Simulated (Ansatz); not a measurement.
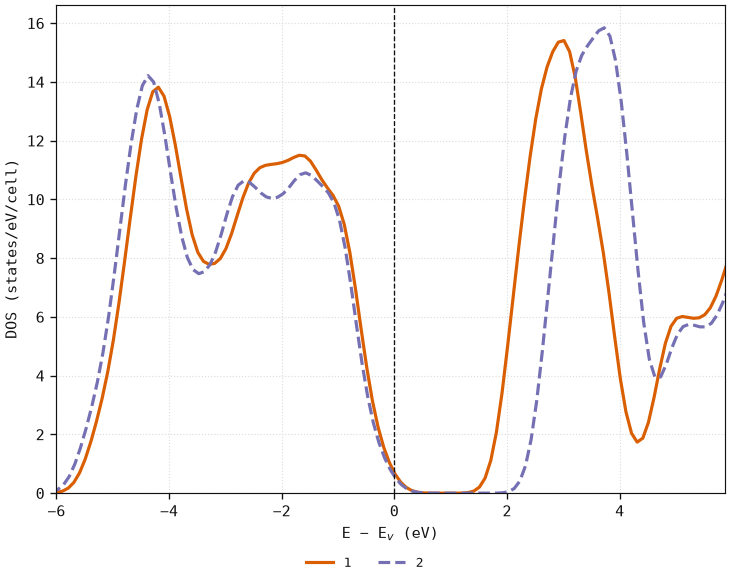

Total densities of states of TiO2, space group Imma, 12 atoms in the cell (a = 5.52 Å, b = 5.52 Å, c = 5.52 Å, α = 114.80°, β = 106.87°, γ = 106.87°), by two methods on the same cell. The DOS curves are built from the levels of the k mesh with Gaussians 0.55 eV wide, which also blur the band edges; ripples of that width can come from the mesh. Each is counted from its own valence-band top.

> Which curve is which? The methods: RPBE, r2SCAN+U (3 eV).

1 is RPBE; 2 is r2SCAN+U (3 eV). RPBE gives a gap of 1.87 eV and r2SCAN+U (3 eV) gives a gap of 2.52 eV.

Settings. RPBE: Ansatz PAW, no spin polarisation, no spin-orbit coupling, 6×6×6 k mesh, 420 eV cutoff, Fermi-Dirac smearing of 0.05 eV (Ansatz 0.2.0). r2SCAN+U (3 eV): Ti d U = 3 eV, Ansatz PAW, no spin polarisation, no spin-orbit coupling, 6×6×6 k mesh, 500 eV cutoff, Fermi-Dirac smearing of 0.05 eV (Ansatz 0.2.0).

Gaps are the smallest over all k points computed. The cell is at 4 GPa in RPBE and −4 GPa in r2SCAN+U (3 eV). The PAW data sets were made with another functional. The cell holds more than one primitive cell, or nearly so, which folds the bands. The usual form of TiO2 is rutile or anatase. LDA, GGA and most meta-GGA functionals understate gaps.
